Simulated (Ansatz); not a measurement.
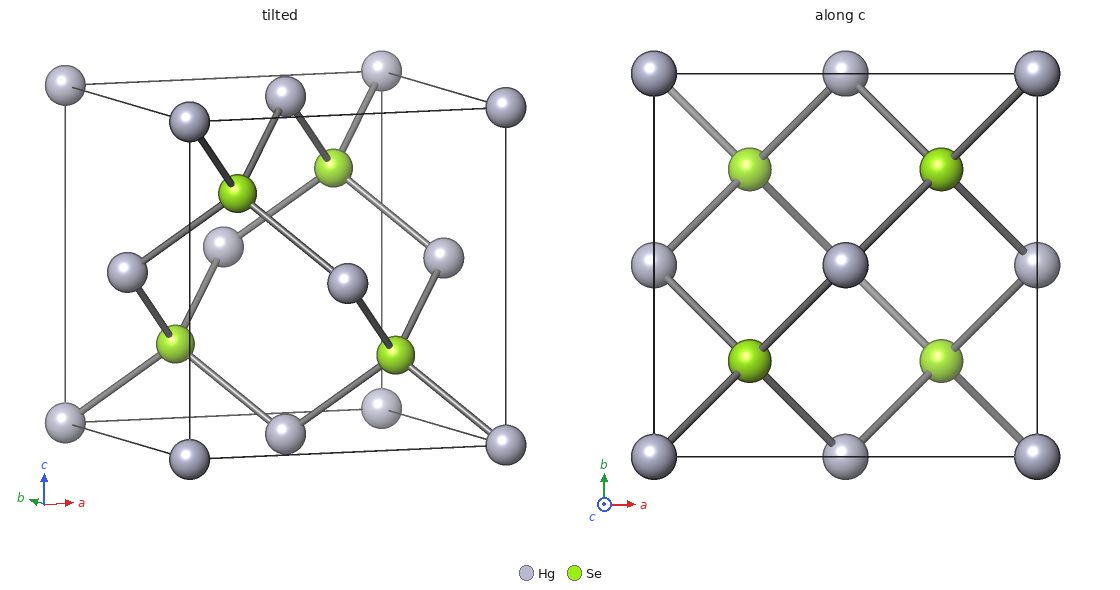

Ball-and-stick representation of a periodic structure, projected slightly off an axis and along the c axis. Atoms at the boundary of the conventional unit cell (the box) are drawn once for each face, edge or corner they touch. Cell: a = 6.141 Å, b = 6.141 Å, c = 6.141 Å, α = 90.00°, β = 90.00°, γ = 90.00°.

Its composition is HgSe. The lattice is face-centred cubic and the space group F-43m (No. 216). The arrangement is known as zinc blende (sphalerite type). With Z = 4, the cell contains 4 Hg, 4 Se. The Hg atoms are each bonded to four Se in a tetrahedral arrangement at about 2.7 Å. The Se atoms are each bonded to four Hg in a tetrahedral arrangement at about 2.7 Å. The bonds build a three-dimensional framework.

It goes back to a structure listed in the Materials Project. The cell was then strained or its atoms displaced on purpose. An electronic-structure calculation with Ansatz was run on it.
